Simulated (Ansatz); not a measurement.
# Single-point calculation, with input and output: Si₉₆C₉₅ (charge −1) (part 1 of 3)

- system: Si₉₆C₉₅ (defect cell, 191 atoms in the cell, total charge −1)
- method: DFT, r2SCAN, PAW, plane waves (Ansatz 0.2.0)

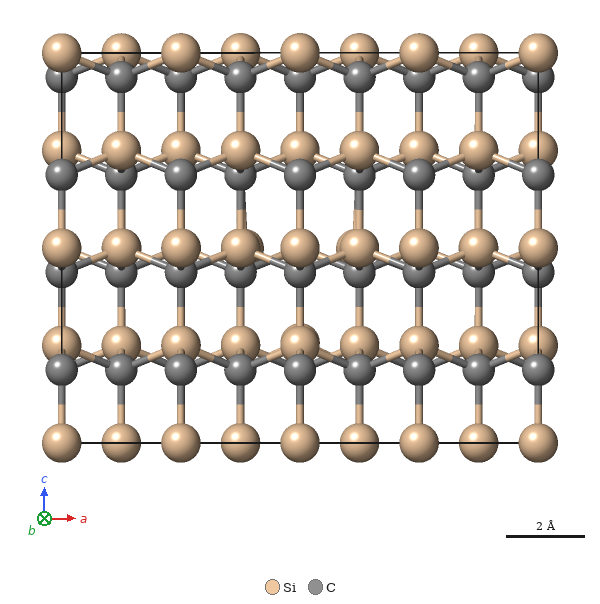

The input geometry (ball-and-stick view of the cell of the calculation, along the b axis). Near neighbours in the crystal (not all of them lie inside the picture): Si has 4 C at 1.87 to 1.90 Å; Si has 3 C at 1.91 to 1.93 Å; C has 4 Si at 1.87 to 1.93 Å.

### Input file
```yaml
crystal:
  lattice:
    - [12.312272, 0.000000, 0.000000]
    - [0.000000, 15.994110, 0.000000]
    - [0.000000, 0.000000, 10.075947]
  atoms:
    - { symbol: Si, position: [0.000036, 0.000095, 0.499904] }
    - { symbol: Si, position: [0.250137, 0.000138, 0.499897] }
    - { symbol: Si, position: [0.125279, 0.166936, 0.499895] }
    - { symbol: Si, position: [0.000081, 0.333544, 0.499866] }
    - { symbol: Si, position: [0.500076, 0.000177, 0.499868] }
    - { symbol: Si, position: [0.375681, 0.167601, 0.499787] }
    - { symbol: Si, position: [0.251034, 0.333841, 0.499572] }
    - { symbol: Si, position: [0.126185, 0.499871, 0.499845] }
    - { symbol: Si, position: [0.000086, 0.666339, 0.499782] }
    - { symbol: Si, position: [0.749985, 0.000162, 0.499859] }
    - { symbol: Si, position: [0.624414, 0.167642, 0.499746] }
    - { symbol: Si, position: [0.499935, 0.340462, 0.498340], spin: 0.25 }
    - { symbol: Si, position: [0.383027, 0.496472, 0.498635], spin: 0.25 }
    - { symbol: Si, position: [0.250738, 0.665649, 0.499799] }
    - { symbol: Si, position: [0.125202, 0.833137, 0.499883] }
    - { symbol: Si, position: [0.874862, 0.166945, 0.499880] }
    - { symbol: Si, position: [0.749023, 0.333872, 0.499432] }
    - { symbol: Si, position: [0.617037, 0.496455, 0.498296], spin: 0.25 }
    - { symbol: Si, position: [0.500096, 0.665633, 0.499481] }
    - { symbol: Si, position: [0.375146, 0.833067, 0.499871] }
    - { symbol: Si, position: [0.873923, 0.499894, 0.499657] }
    - { symbol: Si, position: [0.749405, 0.665676, 0.499760] }
    - { symbol: Si, position: [0.625011, 0.833069, 0.499836] }
    - { symbol: Si, position: [0.874949, 0.833149, 0.499849] }
    - { symbol: Si, position: [0.000039, 0.111277, 0.250138] }
    - { symbol: Si, position: [0.250186, 0.111283, 0.250247] }
    - { symbol: Si, position: [0.125310, 0.278052, 0.250320] }
    - { symbol: Si, position: [0.000059, 0.444532, 0.250394] }
    - { symbol: Si, position: [0.500045, 0.111375, 0.250057] }
    - { symbol: Si, position: [0.375438, 0.278104, 0.250717] }
    - { symbol: Si, position: [0.250569, 0.444570, 0.250784] }
    - { symbol: Si, position: [0.125264, 0.610893, 0.250043] }
    - { symbol: Si, position: [0.000067, 0.777602, 0.250003] }
    - { symbol: Si, position: [0.749909, 0.111275, 0.250204] }
    - { symbol: Si, position: [0.624820, 0.278035, 0.250577] }
    - { symbol: Si, position: [0.500284, 0.444392, 0.256759], spin: 0.25 }
    - { symbol: Si, position: [0.375197, 0.610685, 0.250654] }
    - { symbol: Si, position: [0.250119, 0.777527, 0.250235] }
    - { symbol: Si, position: [0.125075, 0.944417, 0.250055] }
    - { symbol: Si, position: [0.874813, 0.278031, 0.250294] }
    - { symbol: Si, position: [0.749728, 0.444533, 0.250597] }
    - { symbol: Si, position: [0.624971, 0.610694, 0.250609] }
    - { symbol: Si, position: [0.500059, 0.777392, 0.250227] }
    - { symbol: Si, position: [0.375082, 0.944387, 0.250070] }
    - { symbol: Si, position: [0.874891, 0.610906, 0.249992] }
    - { symbol: Si, position: [0.750004, 0.777552, 0.250151] }
    - { symbol: Si, position: [0.625006, 0.944394, 0.250044] }
    - { symbol: Si, position: [0.875045, 0.944411, 0.250068] }
    - { symbol: Si, position: [0.125094, 0.055695, 0.749975] }
    - { symbol: Si, position: [0.000025, 0.222387, 0.749919] }
    - { symbol: Si, position: [0.375097, 0.055803, 0.749854] }
    - { symbol: Si, position: [0.250270, 0.222538, 0.749915] }
    - { symbol: Si, position: [0.125309, 0.388943, 0.749851] }
    - { symbol: Si, position: [0.000021, 0.555314, 0.749759] }
    - { symbol: Si, position: [0.624971, 0.055823, 0.749835] }
    - { symbol: Si, position: [0.499977, 0.222793, 0.749425] }
    - { symbol: Si, position: [0.375555, 0.389159, 0.750241] }
    - { symbol: Si, position: [0.250488, 0.555227, 0.749528] }
    - { symbol: Si, position: [0.125205, 0.721949, 0.749856] }
    - { symbol: Si, position: [0.000023, 0.888818, 0.749971] }
    - { symbol: Si, position: [0.874973, 0.055698, 0.749952] }
    - { symbol: Si, position: [0.749771, 0.222567, 0.749811] }
    - { symbol: Si, position: [0.624430, 0.389159, 0.750012] }
    - { symbol: Si, position: [0.499993, 0.554996, 0.750147] }
    - { symbol: Si, position: [0.375221, 0.721859, 0.749840] }
    - { symbol: Si, position: [0.250124, 0.888813, 0.749966] }
    - { symbol: Si, position: [0.874712, 0.388924, 0.749784] }
    - { symbol: Si, position: [0.749426, 0.555216, 0.749346] }
    - { symbol: Si, position: [0.624878, 0.721858, 0.749839] }
    - { symbol: Si, position: [0.500061, 0.888836, 0.749919] }
    - { symbol: Si, position: [0.874896, 0.721969, 0.749799] }
    - { symbol: Si, position: [0.749957, 0.888835, 0.749952] }
    - { symbol: Si, position: [0.000055, 0.000052, 0.999976] }
    - { symbol: Si, position: [0.250127, 0.000026, 0.999938] }
    - { symbol: Si, position: [0.125173, 0.166842, 0.000034] }
    - { symbol: Si, position: [0.000080, 0.333513, 0.000033] }
    - { symbol: Si, position: [0.500033, 0.000037, 0.999905] }
    - { symbol: Si, position: [0.375233, 0.166827, 0.000031] }
    - { symbol: Si, position: [0.250269, 0.333511, 0.000276] }
    - { symbol: Si, position: [0.125235, 0.500050, 0.000061] }
    - { symbol: Si, position: [0.000064, 0.666516, 0.999832] }
    - { symbol: Si, position: [0.749992, 0.000021, 0.999938] }
    - { symbol: Si, position: [0.624866, 0.166839, 0.999962] }
    - { symbol: Si, position: [0.500090, 0.333655, 0.000574] }
    - { symbol: Si, position: [0.375441, 0.499827, 0.000666] }
    - { symbol: Si, position: [0.250113, 0.666413, 0.000014] }
    - { symbol: Si, position: [0.125078, 0.833214, 0.999953] }
    - { symbol: Si, position: [0.874938, 0.166838, 0.999969] }
    - { symbol: Si, position: [0.749876, 0.333502, 0.000132] }
    - { symbol: Si, position: [0.624805, 0.499839, 0.000496] }
    - { symbol: Si, position: [0.500072, 0.666388, 0.000174] }
    - { symbol: Si, position: [0.375077, 0.833129, 0.999976] }
    - { symbol: Si, position: [0.874932, 0.500069, 0.999977] }
    - { symbol: Si, position: [0.750060, 0.666415, 0.999918] }
    - { symbol: Si, position: [0.625024, 0.833148, 0.999954] }
    - { symbol: Si, position: [0.875041, 0.833198, 0.999907] }
    - { symbol: C, position: [0.000046, 0.000052, 0.187464] }
    - { symbol: C, position: [0.250047, 0.000016, 0.187464] }
    - { symbol: C, position: [0.125048, 0.166745, 0.187515] }
    - { symbol: C, position: [0.000066, 0.333337, 0.187509] }
    - { symbol: C, position: [0.500036, 0.000035, 0.187411] }
    - { symbol: C, position: [0.374969, 0.166718, 0.187422] }
    - { symbol: C, position: [0.250159, 0.333378, 0.187426] }
    - { symbol: C, position: [0.125084, 0.499874, 0.187443] }
    - { symbol: C, position: [0.000080, 0.666570, 0.187332] }
    - { symbol: C, position: [0.750050, 0.000006, 0.187470] }
    - { symbol: C, position: [0.625116, 0.166664, 0.187358] }
    - { symbol: C, position: [0.500140, 0.333126, 0.187592] }
    - { symbol: C, position: [0.375010, 0.500006, 0.187766] }
    - { symbol: C, position: [0.250124, 0.666644, 0.187416] }
    - { symbol: C, position: [0.125087, 0.833302, 0.187459] }
    - { symbol: C, position: [0.875013, 0.166723, 0.187483] }
    - { symbol: C, position: [0.750013, 0.333362, 0.187268] }
    - { symbol: C, position: [0.625332, 0.500056, 0.187481] }
    - { symbol: C, position: [0.500064, 0.666544, 0.187309] }
    - { symbol: C, position: [0.375081, 0.833274, 0.187487] }
    - { symbol: C, position: [0.875099, 0.499884, 0.187375] }
    - { symbol: C, position: [0.750010, 0.666672, 0.187315] }
    - { symbol: C, position: [0.625018, 0.833300, 0.187450] }
    - { symbol: C, position: [0.875071, 0.833311, 0.187414] }
    - { symbol: C, position: [0.000036, 0.000009, 0.687462] }
    - { symbol: C, position: [0.250043, 0.999990, 0.687452] }
    - { symbol: C, position: [0.125082, 0.166743, 0.687490] }
    - { symbol: C, position: [0.000015, 0.333392, 0.687459] }
    - { symbol: C, position: [0.500038, 0.000004, 0.687393] }
    - { symbol: C, position: [0.375041, 0.166755, 0.687300] }
    - { symbol: C, position: [0.250288, 0.333471, 0.687403] }
    - { symbol: C, position: [0.125097, 0.499991, 0.687289] }
    - { symbol: C, position: [0.000047, 0.666589, 0.687292] }
    - { symbol: C, position: [0.749994, 0.000014, 0.687413] }
    - { symbol: C, position: [0.624934, 0.166781, 0.687257] }
    - { symbol: C, position: [0.499955, 0.333564, 0.688500] }
    - { symbol: C, position: [0.375189, 0.499896, 0.688614] }
    - { symbol: C, position: [0.250107, 0.666547, 0.687275] }
    - { symbol: C, position: [0.125048, 0.833268, 0.687430] }
    - { symbol: C, position: [0.874958, 0.166759, 0.687434] }
    - { symbol: C, position: [0.749706, 0.333508, 0.687241] }
    - { symbol: C, position: [0.624712, 0.499905, 0.688453] }
    - { symbol: C, position: [0.500031, 0.666366, 0.687295] }
    - { symbol: C, position: [0.375067, 0.833240, 0.687443] }
    - { symbol: C, position: [0.874894, 0.499992, 0.687220] }
    - { symbol: C, position: [0.749956, 0.666556, 0.687255] }
    - { symbol: C, position: [0.625020, 0.833229, 0.687415] }
    - { symbol: C, position: [0.875020, 0.833284, 0.687388] }
    - { symbol: C, position: [0.000067, 0.111200, 0.438176] }
    - { symbol: C, position: [0.250209, 0.111189, 0.438224] }
    - { symbol: C, position: [0.125224, 0.277936, 0.438318] }
    - { symbol: C, position: [0.000095, 0.444592, 0.438276] }
    - { symbol: C, position: [0.500042, 0.111156, 0.437986] }
    - { symbol: C, position: [0.375449, 0.278121, 0.437891] }
    - { symbol: C, position: [0.250801, 0.444608, 0.437968] }
    - { symbol: C, position: [0.125129, 0.611030, 0.437960] }
    - { symbol: C, position: [0.000092, 0.777677, 0.438051] }
    - { symbol: C, position: [0.749880, 0.111219, 0.438198] }
    - { symbol: C, position: [0.624547, 0.278215, 0.437752] }
    - { symbol: C, position: [0.375291, 0.610526, 0.437824] }
    - { symbol: C, position: [0.250101, 0.777557, 0.438194] }
    - { symbol: C, position: [0.125029, 0.944411, 0.438111] }
    - { symbol: C, position: [0.874877, 0.277933, 0.438298] }
    - { symbol: C, position: [0.749314, 0.444620, 0.437730] }
    - { symbol: C, position: [0.624892, 0.610627, 0.437776] }
    - { symbol: C, position: [0.500059, 0.777536, 0.438245] }
    - { symbol: C, position: [0.375071, 0.944383, 0.438111] }
    - { symbol: C, position: [0.875034, 0.611064, 0.437919] }
    - { symbol: C, position: [0.750063, 0.777578, 0.438146] }
    - { symbol: C, position: [0.625041, 0.944389, 0.438081] }
    - { symbol: C, position: [0.875077, 0.944413, 0.438079] }
    - { symbol: C, position: [0.125058, 0.055602, 0.938101] }
    - { symbol: C, position: [0.000056, 0.222248, 0.938076] }
    - { symbol: C, position: [0.375027, 0.055552, 0.937959] }
    - { symbol: C, position: [0.250086, 0.222261, 0.938050] }
    - { symbol: C, position: [0.125101, 0.388897, 0.938011] }
    - { symbol: C, position: [0.000089, 0.555513, 0.937883] }
    - { symbol: C, position: [0.625060, 0.055536, 0.937953] }
    - { symbol: C, position: [0.500024, 0.222071, 0.937949] }
    - { symbol: C, position: [0.375003, 0.388857, 0.938529] }
    - { symbol: C, position: [0.249924, 0.555596, 0.938057] }
    - { symbol: C, position: [0.125057, 0.722228, 0.937954] }
    - { symbol: C, position: [0.000061, 0.888921, 0.938085] }
    - { symbol: C, position: [0.875048, 0.055595, 0.938073] }
    - { symbol: C, position: [0.750021, 0.222255, 0.937944] }
    - { symbol: C, position: [0.625129, 0.388845, 0.938367] }
    - { symbol: C, position: [0.500065, 0.555594, 0.938473] }
    - { symbol: C, position: [0.375071, 0.722165, 0.937963] }
    - { symbol: C, position: [0.250071, 0.888874, 0.938068] }
    - { symbol: C, position: [0.875071, 0.388903, 0.937949] }
    - { symbol: C, position: [0.750248, 0.555616, 0.937874] }
    - { symbol: C, position: [0.625063, 0.722176, 0.937954] }
    - { symbol: C, position: [0.500036, 0.888869, 0.938044] }
    - { symbol: C, position: [0.875081, 0.722223, 0.937887] }
    - { symbol: C, position: [0.750055, 0.888874, 0.938069] }
  symmetry: { detect: false }
kpoints:
  mp_grid: { grid: [1, 1, 1], shift: [0.25, 0.25, 0.25] }
hamiltonian:
  xc: r2scan
total_charge: -1
magnetization:
  spin_polarized: true
scf:
  occupations: { method: fermi_dirac, width: 0.01 }
output:
  forces: true
  eigenvalues: true
  populations: true
  charged_corrections: { epsilon: 9.7 }
  eigenstates: { kpoints: [[0.25, 0.25, 0.25]], e_range: [-6.0, 6.0], localisation: true }
```

Hardware: 1 × NVIDIA GB300 Max-Q, 32 threads of Arm Neoverse-V2, 180 GiB of memory available, shared host.

Launched with:
```bash
ansatz run in.yaml --threads 32 --pin off --max-ram 171000MiB --runs-dir r --events-out ev --progress --plain --backend cuda --devices 0,
```

### Output
```
Pseudopotentials: kind: paw
Functional definition: r2SCAN
  parameter k0 = 0.174
  parameter k1 = 0.065
  parameter a1 = 4.9479
  exchange = r2scan_x(k0 = k0, k1 = k1, a1 = a1)
  correlation = r2scan_c
Crystal: 191 atoms, lattice volume = 1984.194 Å³
Basis set: ecut = 500 eV, 50351 PW (Γ), exchange–correlation on 360×480×300 points (64 copies of the dense FFT grid, shifted against one another)
Bands: 574, of which v1, the nominal top of the filled ones, is band 383 counted from 1 (382 counted from 0)
Symmetry: 1 space group operations
k-points: 1
Non-local potential: Si, projectors of the file, l = 0: 2, l = 1: 2, l = 2: 2
Non-local potential: C, projectors of the file, l = 0: 2, l = 1: 2, l = 2: 1
PAW form: soft (Blöchl's): semilocal exchange-correlation on the pseudo side does not see the compensation charge
PAW frozen core: Si, regenerated for the run's functional (the file was generated under x = pbe(κ = 0.804, μ = 0.2195149727645171), c = pbe(β = 0.06672455060314922))
PAW frozen core: C, regenerated for the run's functional (the file was generated under x = pbe(κ = 0.804, μ = 0.2195149727645171), c = pbe(β = 0.06672455060314922))
PAW one-centre angular grid: Si, 302 points (default); XC on 160 Gauss nodes
PAW one-centre angular grid: C, 302 points (default); XC on 239 of its mesh's 2573 points in the sphere
Initial density: superposition of atomic densities (chi_scale 0.1, normalization cell)
Starting moments: Σ|m| = 1 μB on 4 of 191 sites
Initial wavefunctions: pseudopotential atomic-orbital guess
Functional: x = r2scan, c = r2scan; τ floored in thin density (d = 2e-4 eV/Å³)
```
